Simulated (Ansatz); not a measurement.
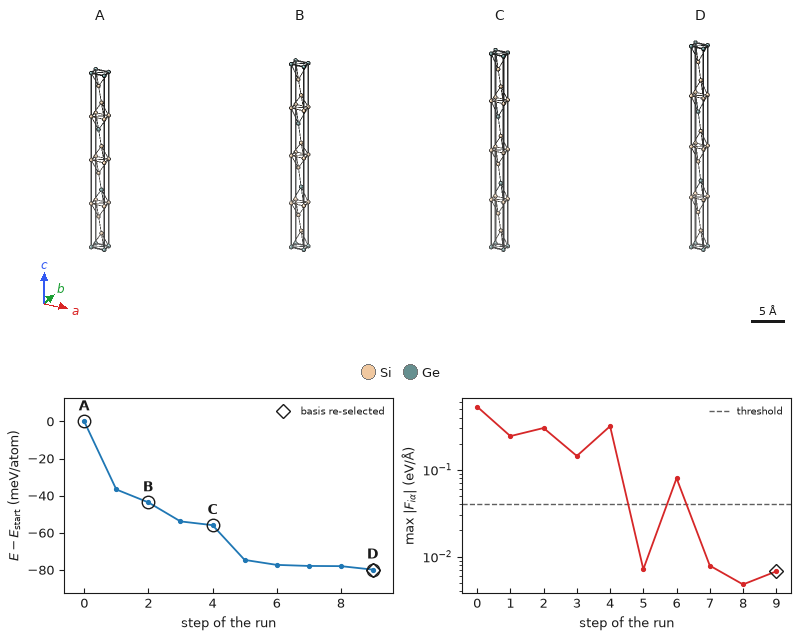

Frames of a relaxation of crystalline Si₃Ge (a generated structure, set up in R-3m) (coarse preliminary run), marked on the history of the run. The picture is a ball-and-stick view of the conventional cell (3 times the calculation's cell), seen slightly off an axis. Lengths and directions refer to the drawn axes.

Theory: DFT PBE, scalar-relativistic, plane waves, PAW in Ansatz.

The input:
```yaml
crystal:
  lattice:
    - [1.4206109, 0.82019008, 9.27939152]
    - [-1.4206109, 0.82019008, 9.27939152]
    - [0.0, -1.64038017, 9.27939152]
  atoms:
    - { symbol: Si, position: [0.75, 0.75, 0.75] }
    - { symbol: Si, position: [0.25, 0.25, 0.25] }
    - { symbol: Si, position: [0.5, 0.5, 0.5] }
    - { symbol: Ge, position: [0.0, 0.0, 0.0] }
basis:
  ecutwfc: 420
kpoints:
  mp_grid: { grid: [6, 6, 6] }
hamiltonian:
  xc: pbe
scf:
  occupations: { method: gaussian, width: 0.1 }
  lower_state_search: "off"
output:
  forces: true
  stress: true
  eigenvalues: true
relax:
  adjacent_minimum: "off"
  f_tol: 0.04
  max_steps: 70
  cell: { stress_tol: 0.4 }
```

Command:
```bash
ansatz run input.yaml --threads 1 --pin off --max-ram 2560MiB --backend cpu --events-out ev --progress --plain --runs-dir out
```

Q: What happens along the run?

A: The largest moves relative to the cell, 0.081 Å, are those of Si1 and Si2. Si2 goes along −c. Ge stays in place. Cell: a = b 2.841 → 2.668 Å (−6.1 %), c 27.838 → 32.124 Å (+15.4 %). Volume +1.7 %. Some distances before and after: Si1–Ge4 2.841 → 3.159 Å, Si1–Si3 2.841 → 3.018 Å, Si1–Si1 2.841 → 2.668 Å, Ge4–Ge4 2.841 → 2.668 Å. The space group stays R-3m (No. 166). After 8 accepted moves (9 points after the start) the energy has fallen by 79.8 meV per atom. The largest force component goes from 0.53 to 0.0068 eV/Å. Pressure: −1.74 GPa at the start and 0.12 GPa at the end. The SCF was repeated once at an unchanged geometry on a basis and grid sized afresh for the cell, which shifted the energy by 1.9 meV per atom at most. From step 0 to 2: Si atoms move most (0.29 Å), volume −0.4 %, energy −43.6 meV per atom. From step 2 to 4: Si atoms move most (0.14 Å), volume −0.8 %, energy −12.3 meV per atom. From step 4 to 9: Si atoms move most (0.09 Å), volume +2.9 %, energy −24.0 meV per atom.

```json
{"step": "0", "E − E(0), meV/atom": "0.00", "largest force component, eV/Å": "0.5340", "pressure, GPa": "-1.74", "volume, Å³/atom": "16.218", "note": ""}
{"step": "1", "E − E(0), meV/atom": "-36.64", "largest force component, eV/Å": "0.2443", "pressure, GPa": "0.11", "volume, Å³/atom": "15.796", "note": ""}
{"step": "2", "E − E(0), meV/atom": "-43.60", "largest force component, eV/Å": "0.3030", "pressure, GPa": "0.45", "volume, Å³/atom": "16.160", "note": ""}
{"step": "3", "E − E(0), meV/atom": "-53.84", "largest force component, eV/Å": "0.1443", "pressure, GPa": "-0.24", "volume, Å³/atom": "16.195", "note": ""}
{"step": "4", "E − E(0), meV/atom": "-55.86", "largest force component, eV/Å": "0.3179", "pressure, GPa": "1.85", "volume, Å³/atom": "16.030", "note": ""}
{"step": "5", "E − E(0), meV/atom": "-74.58", "largest force component, eV/Å": "0.0072", "pressure, GPa": "1.91", "volume, Å³/atom": "16.183", "note": ""}
{"step": "6", "E − E(0), meV/atom": "-77.26", "largest force component, eV/Å": "0.0800", "pressure, GPa": "-0.10", "volume, Å³/atom": "16.553", "note": ""}
{"step": "7", "E − E(0), meV/atom": "-77.83", "largest force component, eV/Å": "0.0079", "pressure, GPa": "-0.17", "volume, Å³/atom": "16.547", "note": ""}
{"step": "8", "E − E(0), meV/atom": "-77.94", "largest force component, eV/Å": "0.0048", "pressure, GPa": "-0.05", "volume, Å³/atom": "16.501", "note": ""}
{"step": "9", "E − E(0), meV/atom": "-79.82", "largest force component, eV/Å": "0.0068", "pressure, GPa": "0.12", "volume, Å³/atom": "16.501", "note": "same geometry, new basis"}
```
